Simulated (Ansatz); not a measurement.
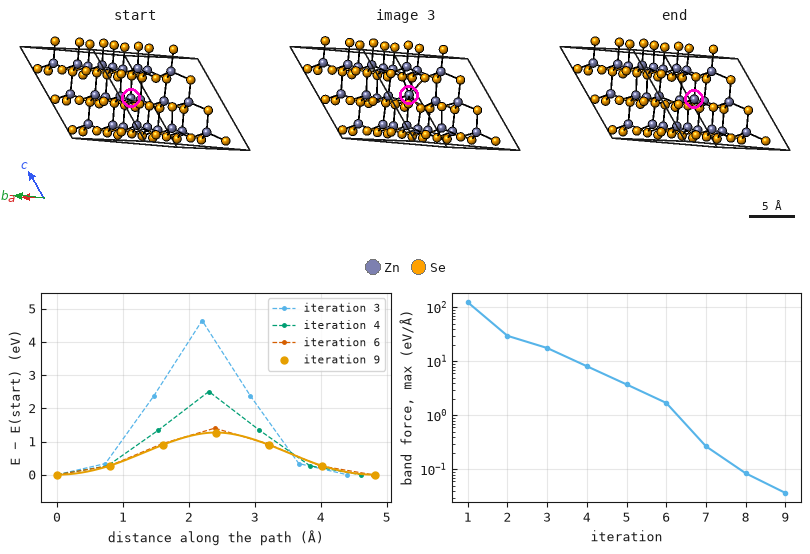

A nudged-elastic-band calculation for a defect cell of composition Zn26Se27 (cell charge −2) (53 atoms in the cell). Images are numbered from 0 (start) to 6 (end). The plot follows the band through its iterations. The picture is a ball-and-stick view of the reduced simulation cell (origin moved), seen from a free direction. The moving atom is ringed, with any periodic copies. Lengths and directions refer to the drawn axes. Bonds to atoms that aren't drawn are left out.

Level of theory: DFT PBE, scalar-relativistic, plane waves, PAW (Ansatz). Run with plane-wave cutoff 420 eV; k-point mesh 2 × 2 × 2; Gaussian smearing 0.02 eV; 5 movable images; climbing image.

Q: Did the band converge, and can the barrier be trusted?

A: The run is converged, with reservations. The band converged in 9 iterations. The largest component of the band force went from 120 to 0.037 eV/Å. The climbing image converged on the top of the path. Its curvatures weren't checked. The first iteration put the highest image at 33.44 eV. The two ends have the same energy, and the highest point, image 3, lies 1.27 eV above the start.

Limits of the set-up: the cell is charged, on a uniform background, and energies carry no finite-size correction.
